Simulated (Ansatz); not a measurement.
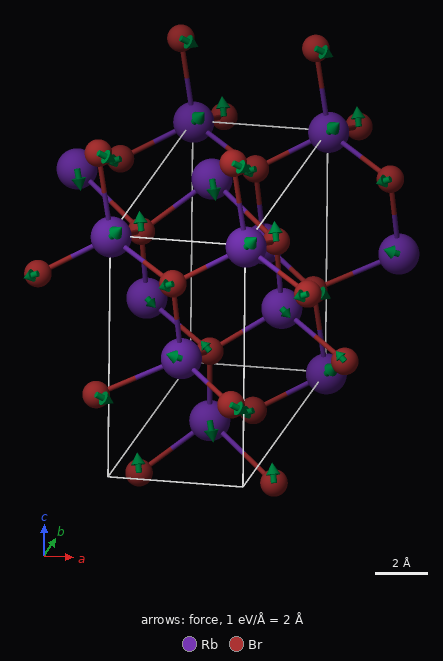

Starting geometry of solid RbBr (a generated structure, set up in P1) (coarse preliminary run) with the computed forces as green arrows. The picture is a ball-and-stick view of the cell of the calculation, seen from a free direction.

Computed with DFT PBE, scalar-relativistic, plane waves, PAW in Ansatz 0.2.0. Settings: plane-wave cutoff 420 eV; k-point mesh 4 × 2 × 2; occupations gaussian; smearing width 0.1 eV; no spin polarisation; cell and atoms relaxed; force threshold 0.025 eV/Å; at most 60 steps.

Question: What follows when this structure is relaxed?

Answer: It isn't relaxed: the largest force vector, on a Rb atom, is 0.44 eV/Å. The final displacements follow the starting forces only in part (cosine between the two patterns 0.75). The largest move relative to the cell is that of a Br atom, 0.34 Å along [−1 1 2]. By element the largest moves are Br 0.34 Å, Rb 0.33 Å. The volume changes by +1.3 %, with a 5.579 → 5.558 Å (−0.4 %), b 9.268 → 9.455 Å (+2.0 %), c 9.506 → 9.478 Å (−0.3 %), β 89.4° → 89.9°, γ 89.9° → 90.0°. Among the contacts that change: Br–Rb 3.904 → 3.375 Å, Br–Rb 3.704 → 3.374 Å, Br–Rb 3.147 → 3.377 Å, Br–Rb 3.601 → 3.376 Å. Bond angles that change, for instance: Br–Rb–Br 121.8° → 109.2°, Br–Rb–Br 99.5° → 111.0°, Rb–Br–Rb 99.5° → 111.0°. The space group stays P1 (No. 1). Over 5 accepted moves (6 points after the start) the energy falls by 0.303 eV per cell of the calculation. Largest force component: 0.38 eV/Å at the start, 0.0067 eV/Å at the end. Pressure: 0.43 GPa at the start and −0.01 GPa at the end. The SCF was repeated once at an unchanged geometry on a basis and grid sized afresh for the cell, which shifted the energy by 0.1 meV per cell of the calculation at most.
